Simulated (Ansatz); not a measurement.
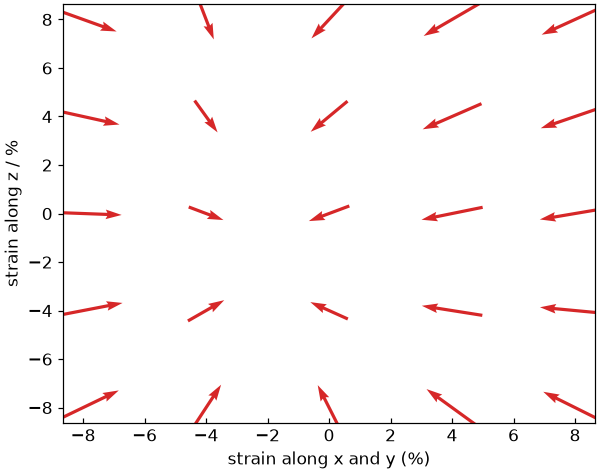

GaP (R-3m, No. 166; 4 atoms in the cell). The cell is strained homogeneously, by one strain along x and y and another along z, with fractional coordinates fixed (x along [1 0 0], z along [0 0 1] of the conventional cell). First axis: strain along x and y. Second axis: strain along z. The grid has 5 × 5 points. Points are written as (first, second). The reference cell is the one listed in the database, not relaxed at this level. The calculation used Ansatz 0.2.0, DFT LDA, scalar-relativistic, plane waves, PAW. Settings: cutoff 420 eV, k-mesh 12×12×12, gaussian smearing 0.05 eV, no spin polarisation.

In the figure: arrows along the force (downhill), their lengths compressed.

Question: The arrows alone are given. Where is the energy lowest?

Answer: The arrows converge at about (−2 %, −2 %) (read from the interpolated surface).

The energy map of the same scan:

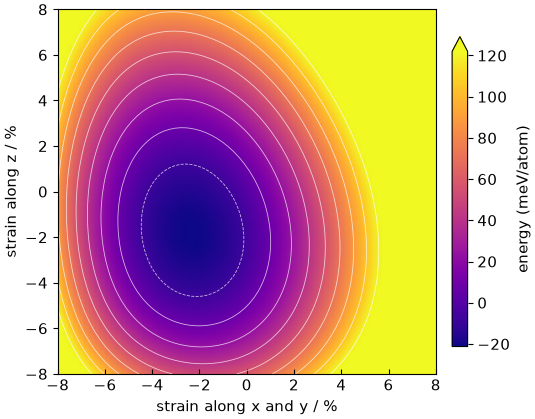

Energies are in meV/atom, from the unstrained cell; between grid points the surface is interpolated.
